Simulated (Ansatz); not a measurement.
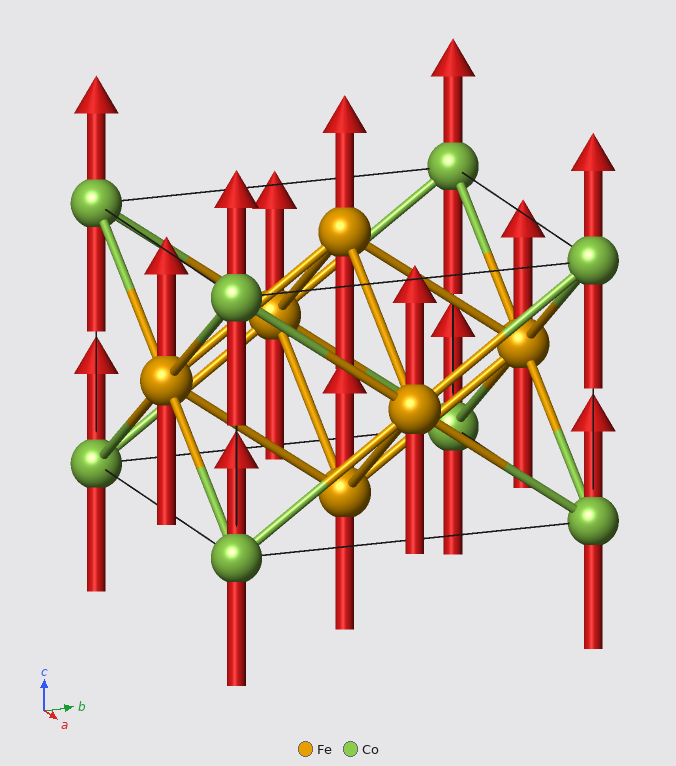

Shown here is a ball-and-stick view of the crystal, taken slightly off an axis. The edges of the simulation cell are marked. Arrows are the site magnetic moments above 0.25 μB; longer means larger, and red and blue are up and down (without spin-orbit coupling the axis itself is arbitrary).

This is the state reached for Fe$_{3}$Co. Setup: DFT PBEsol, scalar-relativistic, plane waves, PAW (Ansatz 0.2.0); an energy cutoff of 420 eV, a 10×10×16 k-point mesh, Gaussian smearing of 0.1 eV, collinear spins.

How are the moments ordered?

Answer. Ferromagnetic (within this cell). Site moments: 3 Fe +2.1 to +2.5 μB and 1 Co +1.8 μB. The net spin moment of the whole cell is 8.7 μB.

The initial geometry was a structure listed in the Materials Project. It was relaxed at fixed volume with Ansatz 0.2.0, DFT PBEsol, scalar-relativistic, plane waves, PAW.

At this level of theory the cell isn't at rest (compressed, at 16 GPa), so its distances can differ from those at equilibrium, the more so the softer the solid, and its magnetic state may change on relaxation.
